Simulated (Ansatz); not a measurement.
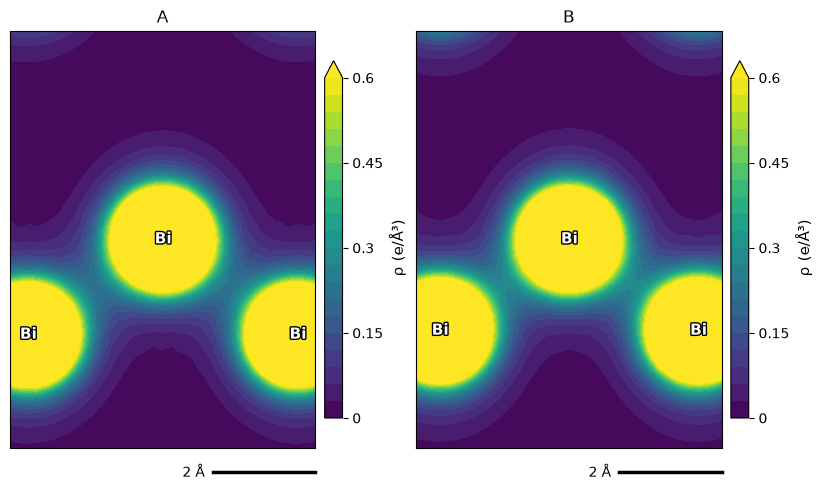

Bi. The valence electron density of two cells that differ in size, on the (11̄0) plane of each (indices in the axes of the calculation cell), at one length scale and on one colour scale: A has 51.5 Å³ an atom and B 45.3.

The calculation used DFT, BLYP, plane waves (420 eV) with PAW, scalar-relativistic in Ansatz.

The larger cell:

```xyz
2
Lattice="0.0000 3.7212 3.7212 3.7212 0.0000 3.7212 3.7212 3.7212 0.0000" Properties=species:S:1:pos:R:3 pbc="T T T"
Bi    0.9303    0.9303    0.9303
Bi    6.5122    6.5122    6.5122
```

The smaller cell: a = 5.043 Å, b = 5.043 Å, c = 5.043 Å, α = 60.00°, β = 60.00°, γ = 60.00°.

Q: What does the compression do to the bonding and the properties?

A: From the larger cell to the smaller, Bi–Bi goes from 3.22 to 3.09 Å, and the density at its midpoint from 0.23 to 0.27 e/Å³.
